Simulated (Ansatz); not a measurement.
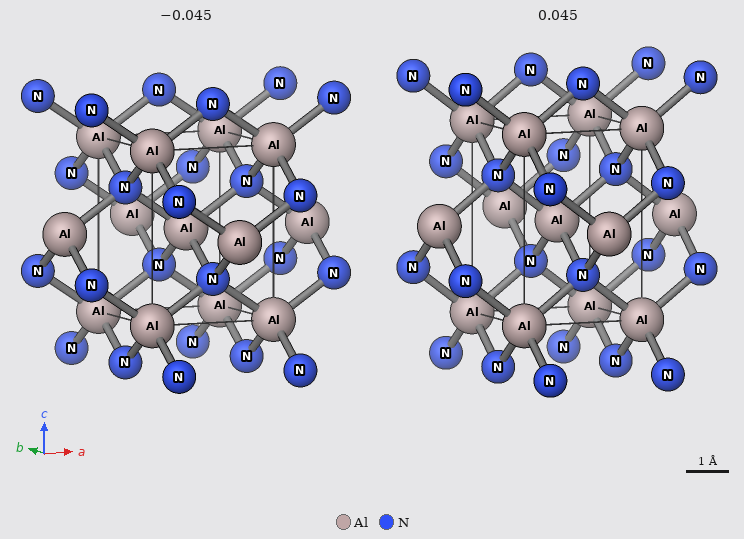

A crystal of AlN (set up in F-43m), under uniaxial strain along c (a, b relaxed, atoms fixed by symmetry), with energies (extrapolated to zero smearing) counted from the relaxed crystal, which is the row at zero; the cubic crystal is set up in a tetragonal cell with a = a(cubic)/√2 and c = a(cubic). The picture shows the first and the last member. The picture is a ball-and-stick view of the cell of the calculation, seen slightly off an axis.

Computed with Ansatz 0.2.0: DFT PBE, scalar-relativistic, plane waves, PAW. Settings: plane-wave cutoff 420 eV; k-point mesh 8 × 8 × 6; occupations gaussian; smearing width 0.02 eV; no spin polarisation; force threshold 0.008 eV/Å.

```tsv
strain	energy (meV/atom)	a (Å)	c (Å)	band gap (eV)
−0.045	10.90	3.165	4.205	3.01
−0.03	5.01	3.147	4.271	3.10
−0.015	1.28	3.130	4.337	3.20
0.0	0.00	3.114	4.403	3.31
0.015	1.38	3.098	4.469	3.25
0.03	?	?	?	?
0.045	13.06	3.069	4.601	3.12
```

Fill in the missing row.

Answer. A parabola through three neighbouring rows (0.0, 0.015, 0.045) gives, with Lagrange weights, (−0.3333)(0.00) + (1.0000)(1.38) + (0.3333)(13.06) = 5.73 meV/atom. The calculation gives 5.66 meV/atom (a = 3.083 Å, c = 4.535 Å). The estimate is 0.07 meV/atom too high. For the gap a parabola through the rows 0.0, 0.015, 0.045 gives 3.19 eV, and the calculation 3.19 eV (semilocal gaps, lower than measured ones as a rule). From the first member to the last: Al–N 1.900 → 1.918 Å.

The whole series:

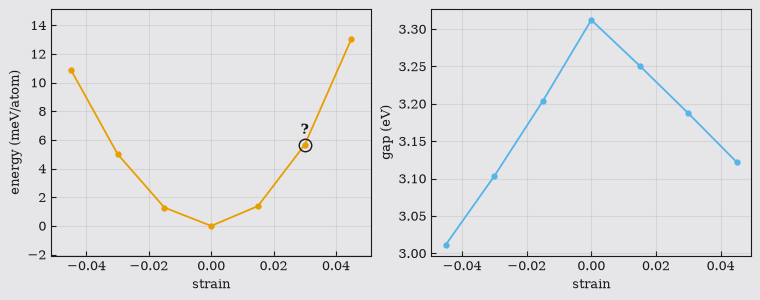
